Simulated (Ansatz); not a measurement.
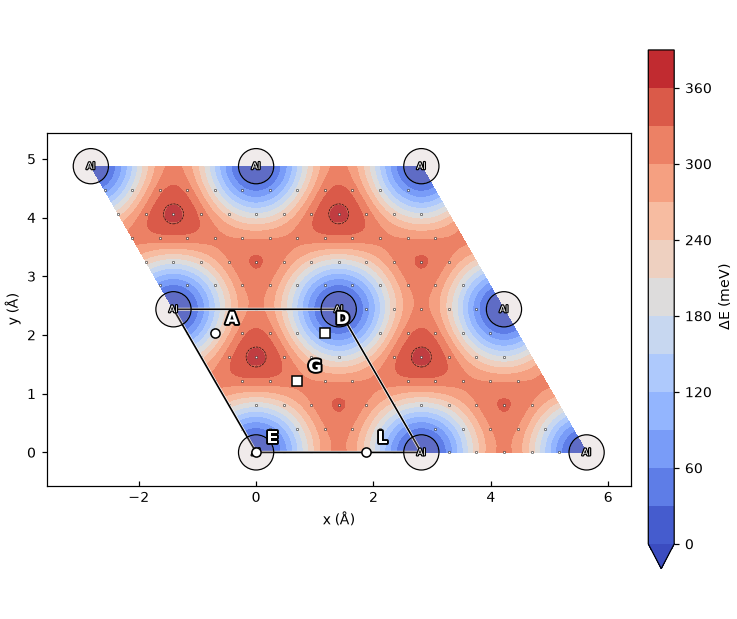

H on an Al(111) slab cut from the Fm-3m phase, its upper half relaxed before the scan (12 atoms of substrate and one adsorbate in a 2 × 2 cell). H is moved over the surface cell at a fixed height above a rigid substrate; the origin of the map has the adsorbate above Al9; the height is held at 2.20 Å. Places are given modulo a cell vector. The map is drawn in real space over the plane of the surface. Grid: 6 × 6 points; 10 points were computed and 26 follow by symmetry. Places are given in fractions of the 1 × 1 surface cell. Energies: meV, counted from the lowest grid point. The runs have no spin polarisation, so an open-shell adsorbate far from the surface lies too high. At a fixed height the lowest place need not be the adsorption site. These are results of DFT PBE+D3(BJ), scalar-relativistic, plane waves, PAW (Ansatz), not measurements. Settings: cutoff 420 eV, k-mesh 6×6×1, gaussian smearing 0.1 eV, no spin polarisation.

The picture shows filled contours, dots at the grid points, labelled circles for the atoms of the top layer and small ones for the second layer, the outline of one cell of the 2 × 2 shown, lettered points. Between grid points the surface is interpolated.

**Rank the lettered points by energy, lowest first.**

E (0 meV), D (72 meV), A (191 meV), L (226 meV), G (308 meV).

**What kind of point is each of A, E, G, L: minimum, saddle, maximum or slope?**

A: on a slope; E: minimum; G: saddle point; L: on a slope. (In these two coordinates alone; a stationary point may lie a little off the grid point.)

PAW datasets: the set soft_1.
